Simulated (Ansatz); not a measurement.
# Run report: SnO2, geometry relaxation (part 2 of 3)

SnO2 (slab, 30 atoms in the cell); DFT PBE, scalar-relativistic, plane waves, PAW, no spin polarisation (Ansatz 0.2.0); cutoff 420 eV, 6×5×1 k-mesh, Gaussian smearing of 0.05 eV. The structure derives from an entry of the Crystallography Open Database.

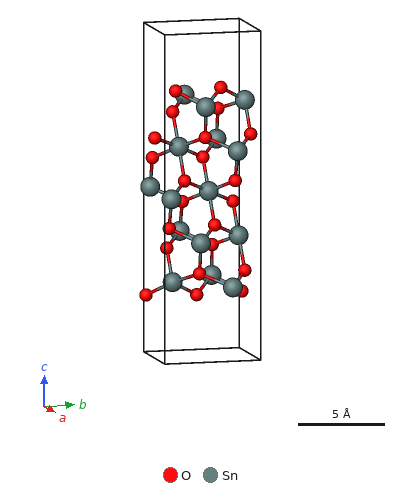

The geometry at step 4 of the log (ball-and-stick view of the cell of the calculation, with the vacuum cut short, seen slightly off an axis).

What the program printed, continued
```
relax step   2: F+E_penalty+E_count = -71584.79614830 eV  Δ(F+E_penalty+E_count) = -1.048e0 eV  max|allowed force component| = 6.927e-1 eV/Å  Δτ_max = 0.1842 Å  (7 SCF iters, dr2 threshold 1.00e-4 eV, accepted)
efield: sawtooth ramp at fractional position 0.9500 (handed on by an earlier solve), width 0.1000; the density the first Hamiltonian is built on has a dipole p = 0.000 e·Å; the dipole correction subtracts the counter field D = 1.53e-6 V/Å, which shifts the + side's vacuum level by -0.00 eV against the − side's; the planar-averaged density in the ramp window peaks in size at 1.7e-6 e/Å³
preconditioner: auto → Resta (q_TF=auto, 2.277 Å⁻¹)  ε∞=2.4  [insulator: Δε(μ)=0.607 eV  Ē_g=18.376 eV  σ=0.050 eV  W_gap=1.00  n_scr=152 (ndim 8)  ℏωp=21.6 eV  f_vac=0.480  D(μ)=0.00/eV (n_scr^D=0)  ε∞_Penn≈2.4  vacuum switching on, ρ_ref=2.4e-2 e/Å³]
SCF 3 converged in 6 iterations: F = -71584.978105 eV  dr2 = 1.12e-5
relax step   3: F+E_penalty+E_count = -71584.97810482 eV  Δ(F+E_penalty+E_count) = -1.820e-1 eV  max|allowed force component| = 1.927e-1 eV/Å  Δτ_max = 0.0490 Å  (6 SCF iters, dr2 threshold 3.00e-5 eV, accepted)
efield: sawtooth ramp at fractional position 0.9500 (handed on by an earlier solve), width 0.1000; the density the first Hamiltonian is built on has a dipole p = 0.000 e·Å; the dipole correction subtracts the counter field D = 5.88e-7 V/Å, which shifts the + side's vacuum level by -0.00 eV against the − side's; the planar-averaged density in the ramp window peaks in size at 2.1e-6 e/Å³
preconditioner: auto → Resta (q_TF=auto, 2.277 Å⁻¹)  ε∞=2.4  [insulator: Δε(μ)=0.583 eV  Ē_g=18.356 eV  σ=0.050 eV  W_gap=1.00  n_scr=152 (ndim 8)  ℏωp=21.6 eV  f_vac=0.481  D(μ)=0.00/eV (n_scr^D=0)  ε∞_Penn≈2.4  vacuum switching on, ρ_ref=2.4e-2 e/Å³]
SCF 4 converged in 8 iterations: F = -71584.993154 eV  dr2 = 1.90e-7
relax step   4: F+E_penalty+E_count = -71584.99315357 eV  Δ(F+E_penalty+E_count) = -1.505e-2 eV  max|allowed force component| = 1.491e-1 eV/Å  Δτ_max = 0.0509 Å  (8 SCF iters, dr2 threshold 2.64e-6 eV, accepted)
efield: sawtooth ramp at fractional position 0.9500 (handed on by an earlier solve), width 0.1000; the density the first Hamiltonian is built on has a dipole p = -0.000 e·Å; the dipole correction subtracts the counter field D = -8.86e-7 V/Å, which shifts the + side's vacuum level by +0.00 eV against the − side's; the planar-averaged density in the ramp window peaks in size at 2.9e-6 e/Å³
preconditioner: auto → Resta (q_TF=auto, 2.277 Å⁻¹)  ε∞=2.4  [insulator: Δε(μ)=0.640 eV  Ē_g=18.375 eV  σ=0.050 eV  W_gap=1.00  n_scr=152 (ndim 8)  ℏωp=21.6 eV  f_vac=0.483  D(μ)=0.00/eV (n_scr^D=0)  ε∞_Penn≈2.4  vacuum switching on, ρ_ref=2.4e-2 e/Å³]
SCF 5 converged in 9 iterations: F = -71585.006946 eV  dr2 = 9.35e-9
relax step   5: F+E_penalty+E_count = -71585.00694618 eV  Δ(F+E_penalty+E_count) = -1.379e-2 eV  max|allowed force component| = 3.988e-2 eV/Å  Δτ_max = 0.0285 Å  (9 SCF iters, dr2 threshold 1.72e-6 eV, accepted)
SCF iter   1: F=—  HF=-71585.008661 eV  |F-HF|=—  |Δ(HF+E_count)|=         —  Δρ=7.75e-4  dr2=2.57e-3  ethr=1.33e-5  p=-0.000 e·Å  D=-2.90e-7 V/Å  ΔV_dip=0.00 eV  dr2_dipole=2.88e-11  V_vac-E_F(+/−)=6.92/6.92 eV  ⟨swp⟩=2.0  Hψ=3279  notcnv=0  defer=294
efield: sawtooth ramp at fractional position 0.9500 (handed on by an earlier solve), width 0.1000; the density the first Hamiltonian is built on has a dipole p = -0.000 e·Å; the dipole correction subtracts the counter field D = -2.90e-7 V/Å, which shifts the + side's vacuum level by +0.00 eV against the − side's; the planar-averaged density in the ramp window peaks in size at 3.0e-6 e/Å³
preconditioner: auto → Resta (q_TF=auto, 2.277 Å⁻¹)  ε∞=2.4  [insulator: Δε(μ)=0.600 eV  Ē_g=18.367 eV  σ=0.050 eV  W_gap=1.00  n_scr=152 (ndim 8)  ℏωp=21.6 eV  f_vac=0.482  D(μ)=0.00/eV (n_scr^D=0)  ε∞_Penn≈2.4  vacuum switching on, ρ_ref=2.4e-2 e/Å³]
SCF iter   2: F=—  HF=-71585.008092 eV  |F-HF|=—  |Δ(HF+E_count)|=   5.69e-4  Δρ=4.09e-4  dr2=8.11e-4  ethr=9.90e-7  p=0.000 e·Å  D=4.92e-7 V/Å  ΔV_dip=-0.00 eV  dr2_dipole=5.30e-12  V_vac-E_F(+/−)=6.92/6.92 eV  ⟨swp⟩=2.1  Hψ=2660  notcnv=0  defer=294
SCF iter   3: F=—  HF=-71585.007998 eV  |F-HF|=—  |Δ(HF+E_count)|=   9.42e-5  Δρ=2.57e-4  dr2=4.52e-4  ethr=3.12e-7  p=0.000 e·Å  D=1.03e-7 V/Å  ΔV_dip=-0.00 eV  dr2_dipole=2.17e-12  V_vac-E_F(+/−)=6.93/6.93 eV  ⟨swp⟩=2.0  Hψ=2422  notcnv=0  defer=294
SCF iter   4: F=—  HF=-71585.007918 eV  |F-HF|=—  |Δ(HF+E_count)|=   7.98e-5  Δρ=4.14e-5  dr2=6.60e-6  ethr=1.74e-7  p=0.000 e·Å  D=1.40e-7 V/Å  ΔV_dip=-0.00 eV  dr2_dipole=5.23e-13  V_vac-E_F(+/−)=6.93/6.93 eV  ⟨swp⟩=2.0  Hψ=2405  notcnv=0  defer=294
SCF iter   5: F=—  HF=-71585.008159 eV  |F-HF|=—  |Δ(HF+E_count)|=   2.40e-4  Δρ=2.31e-5  dr2=3.54e-6  ethr=2.54e-9  p=0.000 e·Å  D=3.41e-7 V/Å  ΔV_dip=-0.00 eV  dr2_dipole=1.11e-12  V_vac-E_F(+/−)=6.93/6.93 eV  ⟨swp⟩=2.6  Hψ=2617  notcnv=0  defer=294
SCF iter   6: F=—  HF=-71585.008158 eV  |F-HF|=—  |Δ(HF+E_count)|=   5.85e-7  Δρ=4.87e-6  dr2=1.18e-7  ethr=1.36e-9  p=0.000 e·Å  D=2.32e-7 V/Å  ΔV_dip=-0.00 eV  dr2_dipole=7.47e-16  V_vac-E_F(+/−)=6.93/6.93 eV  ⟨swp⟩=2.0  Hψ=2466  notcnv=0  defer=294
SCF iter   7: F=-71585.008158 eV  HF=-71585.008158 eV  |F-HF|=9.98e-9  |Δ(HF+E_count)|=   3.08e-8  Δρ=2.51e-6  dr2=3.28e-8  ethr=3.85e-11  p=0.000 e·Å  D=2.03e-7 V/Å  ΔV_dip=-0.00 eV  dr2_dipole=3.13e-14  V_vac-E_F(+/−)=6.93/6.93 eV  ⟨swp⟩=19.4  Hψ=16372  notcnv=0
SCF 6 converged in 7 iterations: F = -71585.008158 eV  dr2 = 3.28e-8
  greatest PAW one-centre occupation: 0.996 electrons in one spin orbital (limit 2), on the Sn atom at site 9 (counted from 0), in its partial waves of l = 2
relax step   6: F+E_penalty+E_count = -71585.00815808 eV  Δ(F+E_penalty+E_count) = -1.212e-3 eV  max|allowed force component| = 5.227e-3 eV/Å  Δτ_max = 0.0067 Å  (7 SCF iters, accepted)
WARN: The output density's exchange-correlation potential varies sharply where the density is thin. Do not read a vacuum level from v_tot or v_xc, or from such a field of the output density. On a cell that repeats whose density bears no net charge and no dipole along the vacuum's axis use v_es (v_loc + v_h of the components); under efield.dipole_correction with no amplitude use v_es + v_field, which holds any external_charges[].barrier, or the levels of the report's work_function block, which leave it out; under a non-zero efield.amplitude the vacuum is tilted and has no level; on a cell that repeats and bears such a dipole with no correction it is tilted too, and efield.dipole_correction with no amplitude gives each side of its ramp a level where efield: is served; in a cell that repeats whose density bears a net charge (total_charge, or a fill off its count) it is curved and has none; of a slab under crystal.periodic whose density bears no net charge use v_es, which has a level on each side, short of where the two are joined; of another it falls or rises all the way out and has none; of a slab beside external_charges read slab_vacuum_level instead, which it has where they leave it neutral. The grid or the basis barely resolves most such structure, and the values can differ between equally converged runs; as a rule a tighter scf.convergence.dr2_threshold does not remove it. Where the density itself ripples (under the LDA too) a higher basis.ecutwfc lessens it. The files hold the spikes' plane waves up to the density's cutoff. Files: v_tot_of_output_density and the like, and their columns of v_z.tsv (output.write_potential); v_xc_of_output_density and the like, and their columns of v_comp_z.tsv (output.write_potential_components). Measured: with its Gaussian average of σ = 0.25 Å subtracted twice, the exchange-correlation potential is over 0.1 eV at 282 of the grid points where the equally averaged density (valence and model cores) is under 1e-3 e/Å³, and 0.226 eV at the most among them, at an averaged density of 6.9e-7 e/Å³. The input density's (outcome.potential() and, of a run that writes arrays, v_tot and v_xc) is over 0.1 eV, so measured, at 114 points of its own thin density, 0.206 eV at the most. See output.write_potential in the manual, Limitations
SCF converged after 7 iterations
Free energy (F): -71585.008158 eV
Harris-Foulkes:  -71585.008158 eV  (|F-HF|=9.98e-9)
Internal energy: -71585.008158 eV  (E = F + TS)
E sigma→0 (E₀):  -71585.008158 eV
Fermi energy:    0.986494 eV
Dipole field:    D = 0.000000 V/Å  (p = 0.000000 e·Å, saw-weighted, corrected)
Work function:   Φ+ = 6.9301 eV   Φ− = 6.9301 eV
Levels:          The Fermi level and band energies are counted from a zero that moves with the ramp; work functions are not
--- Per-component energies (eV) ---
  E_band       = -2870.823881
  E_kinetic    = 5370.693470
  E_local      = -276076.984432  (includes V_loc(G=0)·N_el)
  E_nonlocal   = 666.395806
  E_hartree    = 137200.390445
  E_xc         = -5263.025253
  E_vxc        = -2802.656983  (∫ρ·V_xc dr)
  E_paw        = -44629.717514  (= ΣΔE_a)
  E_vpaw       = -4429.115765  (= ΣTr[D̂ρ^β])
  E_aug_tail   = 0.048756  (compensation charges beyond the density's cutoff)
  E_efield     = 0.000000  (sawtooth field / dipole correction)
  E_vefield    = -0.000000  (∫n·V_field dr)
  E_ewald      = 111147.190564
  E_smearing   = -0.000000  (= −TS)
  E_closure    = -0.000000  (closes the sum)
  Σ components = -71585.008158   (vs F -71585.008158, Δ=0.00e0)
--- Forces (eV/Å), atoms counted from 1 ---
  atom   1  O     -0.00165100    -0.00231478    -0.00198406
  atom   2  O      0.00165100    -0.00231478    -0.00198406
  atom   3  Sn    -0.00148652    -0.00139403     0.00103882
  atom   4  Sn     0.00148652    -0.00139403     0.00103882
  atom   5  O     -0.00522716     0.00413124     0.00346773
  atom   6  O      0.00522716     0.00413124     0.00346773
  atom   7  O      0.00234106    -0.00216252     0.00136765
  atom   8  O     -0.00234106    -0.00216252     0.00136765
  atom   9  Sn     0.00147962     0.00331284    -0.00510140
  atom  10  Sn    -0.00147962     0.00331284    -0.00510140
  atom  11  O     -0.00239940    -0.00122431     0.00110353
  atom  12  O      0.00239940    -0.00122431     0.00110353
  atom  13  O     -0.00343714    -0.00274800     0.00075468
  atom  14  O      0.00343714    -0.00274800     0.00075468
  atom  15  Sn    -0.00000006     0.00000179    -0.00000347
  atom  16  Sn     0.00000006     0.00000179    -0.00000347
  atom  17  O     -0.00343693     0.00274756    -0.00075082
  atom  18  O      0.00343693     0.00274756    -0.00075082
  atom  19  O     -0.00239932     0.00122346    -0.00110081
  atom  20  O      0.00239932     0.00122346    -0.00110081
  atom  21  Sn    -0.00148192    -0.00331267     0.00509837
  atom  22  Sn     0.00148192    -0.00331267     0.00509837
  atom  23  O      0.00234338     0.00215902    -0.00136617
  atom  24  O     -0.00234338     0.00215902    -0.00136617
  atom  25  O     -0.00522712    -0.00413001    -0.00346457
  atom  26  O      0.00522712    -0.00413001    -0.00346457
  atom  27  Sn     0.00148608     0.00139549    -0.00104561
  atom  28  Sn    -0.00148608     0.00139549    -0.00104561
  atom  29  O     -0.00165161     0.00231698     0.00198652
  atom  30  O      0.00165161     0.00231698     0.00198652
  max |Σ_I F_I| component: 4.12e-6 eV/Å
--- Band table (eV; the first three rows and the last of 12) ---
  k-point 0: bands = ["-20.5695", "-20.4821", "-20.4249", "-20.3696", "-20.2888", "-20.1532", "-20.1161", "-20.0647", "-19.8983", "-19.8718", "-19.8450", "-19.8371", "-19.7815", "-19.7589", "-19.7325", "-19.7188", "-19.6820", "-19.6790", "-19.6733", "-19.6555", "-19.6501", "-19.6203", "-19.5818", "-19.5779", "-19.5736", "-19.5714", "-19.5653", "-19.5598", "-19.5592", "-19.5482", "-19.5304", "-19.5287", "-19.5287", "-19.5280", "-19.5225", "-19.5201", "-19.5189", "-19.5172", "-19.4987", "-19.4875",
      "-19.4842", "-19.4832", "-19.4802", "-19.4747", "-19.4614", "-19.4512", "-19.3560", "-19.3549", "-19.3433", "-19.3426", "-18.0460", "-17.7626", "-17.3066", "-16.9828", "-16.7555", "-16.5643", "-16.3338", "-16.2047", "-15.8955", "-15.8806", "-15.8347", "-15.5286", "-15.5212", "-15.3426", "-15.1642", "-15.0924", "-15.0617", "-14.9524", "-14.1821", "-14.1808", "-7.4026", "-7.1730", "-6.6883", "-6.3725", "-6.2625", "-5.9040", "-5.0874", "-4.7439", "-4.6809", "-4.4343",
      "-4.3696", "-3.7695", "-3.7676", "-3.6794", "-3.4972", "-3.3163", "-3.3000", "-3.2874", "-3.1672", "-3.1288", "-2.9650", "-2.8108", "-2.6788", "-2.4416", "-2.4290", "-2.2922", "-2.1995", "-2.1089", "-1.8578", "-1.4642", "-1.4130", "-1.2864", "-1.2519", "-1.2445", "-1.2268", "-1.1813", "-1.0591", "-0.9726", "-0.8276", "-0.8174", "-0.7278", "-0.6023", "-0.5085", "-0.4663", "-0.4076", "-0.3637", "-0.3524", "-0.2384", "-0.2191", "-0.2116",
      "-0.0522", "0.0002", "0.0241", "0.0393", "0.1442", "0.3136", "0.3163", "0.3743", "0.6804", "0.6827", "1.2885", "1.8116", "3.0784", "4.4582", "5.5216", "5.5272", "5.6542", "6.3091", "6.4623", "6.4849", "6.5527", "6.6461", "6.8944", "7.0596", "7.3542", "7.4525", "7.8964", "7.9582", "8.1943", "8.2370", "8.4075", "8.5361", "8.8625", "8.8909", "9.1369", "9.2272", "9.4172", "9.5577", "9.6933", "10.3623"]
  k-point 1: bands = ["-20.5254", "-20.4363", "-20.3937", "-20.3324", "-20.2670", "-20.1269", "-20.0956", "-20.0775", "-19.9913", "-19.9483", "-19.8437", "-19.8310", "-19.8242", "-19.7645", "-19.7452", "-19.7157", "-19.6905", "-19.6788", "-19.6673", "-19.6641", "-19.6451", "-19.6281", "-19.5989", "-19.5787", "-19.5746", "-19.5707", "-19.5642", "-19.5562", "-19.5556", "-19.5506", "-19.5484", "-19.5442", "-19.5345", "-19.5327", "-19.5313", "-19.5238", "-19.5178", "-19.5169", "-19.4963", "-19.4960",
      "-19.4957", "-19.4881", "-19.4807", "-19.4784", "-19.4626", "-19.4546", "-19.3542", "-19.3534", "-19.3418", "-19.3416", "-17.9713", "-17.6829", "-17.1916", "-16.9604", "-16.8367", "-16.8328", "-16.3409", "-16.0861", "-15.9129", "-15.7515", "-15.7137", "-15.4302", "-15.4177", "-15.3143", "-15.2593", "-15.1274", "-15.1019", "-15.0330", "-14.3172", "-14.3158", "-7.3564", "-7.0664", "-6.5335", "-6.1634", "-6.1471", "-5.9475", "-5.4582", "-4.7215", "-4.5389", "-4.5039",
      "-4.1866", "-3.9522", "-3.7797", "-3.5679", "-3.3719", "-3.3396", "-3.2923", "-3.1472", "-3.0026", "-2.9981", "-2.9528", "-2.8046", "-2.6269", "-2.5016", "-2.4850", "-2.1909", "-2.1185", "-2.0881", "-1.9678", "-1.7074", "-1.5028", "-1.4885", "-1.3643", "-1.3568", "-1.1100", "-1.0884", "-1.0467", "-1.0157", "-0.9949", "-0.9129", "-0.7439", "-0.7045", "-0.6336", "-0.5649", "-0.5395", "-0.4639", "-0.4148", "-0.3559", "-0.3125", "-0.1938",
      "-0.1655", "-0.0763", "-0.0131", "0.0035", "0.0128", "0.2732", "0.3347", "0.3418", "0.6434", "0.6569", "1.8867", "2.2493", "3.3731", "4.6608", "5.1301", "5.1306", "5.7824", "5.7985", "6.0794", "6.5793", "6.6666", "6.8754", "6.9463", "7.1551", "7.5020", "7.6384", "7.9972", "7.9973", "8.4627", "8.4641", "8.6532", "8.7919", "8.8539", "9.2104", "9.2579", "9.2771", "9.5721", "9.5824", "10.0829", "10.1954"]
  k-point 2: bands = ["-20.4047", "-20.3182", "-20.3135", "-20.2419", "-20.2334", "-20.2096", "-20.1663", "-20.1049", "-19.9930", "-19.9743", "-19.9090", "-19.9070", "-19.8911", "-19.8377", "-19.7459", "-19.7281", "-19.7028", "-19.6726", "-19.6667", "-19.6530", "-19.6448", "-19.6348", "-19.6288", "-19.6011", "-19.5757", "-19.5728", "-19.5652", "-19.5625", "-19.5603", "-19.5547", "-19.5478", "-19.5465", "-19.5405", "-19.5388", "-19.5356", "-19.5297", "-19.5130", "-19.5114", "-19.5060", "-19.5043",
      "-19.4904", "-19.4880", "-19.4848", "-19.4840", "-19.4640", "-19.4611", "-19.3493", "-19.3490", "-19.3438", "-19.3437", "-17.7461", "-17.4680", "-17.3846", "-17.1644", "-16.9089", "-16.5816", "-16.4833", "-16.1059", "-15.7908", "-15.5593", "-15.4808", "-15.4618", "-15.3029", "-15.2938", "-15.2887", "-15.2039", "-15.0628", "-15.0142", "-14.6592", "-14.6535", "-7.1238", "-6.7076", "-6.6754", "-6.1218", "-6.0841", "-5.5630", "-5.4232", "-5.1806", "-4.8104", "-4.2448",
      "-4.0525", "-3.8747", "-3.6699", "-3.5937", "-3.4295", "-3.3161", "-3.1311", "-2.9980", "-2.9534", "-2.7650", "-2.7463", "-2.5945", "-2.5613", "-2.4607", "-2.3050", "-2.2532", "-2.0523", "-2.0492", "-1.9371", "-1.9125", "-1.8270", "-1.6629", "-1.6541", "-1.4940", "-1.3900", "-1.3167", "-1.3162", "-1.1860", "-1.1648", "-1.0591", "-0.9040", "-0.8441", "-0.7666", "-0.5622", "-0.5605", "-0.5266", "-0.4968", "-0.4128", "-0.3847", "-0.2835",
      "-0.1773", "-0.1770", "-0.0892", "-0.0288", "-0.0016", "0.0916", "0.4062", "0.4133", "0.5247", "0.5356", "3.0222", "3.1781", "4.0586", "4.1951", "4.2189", "4.8990", "5.1234", "5.6339", "6.1158", "6.4195", "6.9433", "7.0810", "7.1001", "7.2247", "7.8082", "7.9595", "8.1457", "8.2821", "8.6384", "8.8035", "8.8340", "9.0244", "9.0774", "9.3903", "9.4299", "9.4815", "9.7279", "9.8580", "9.9774", "10.2268"]
```
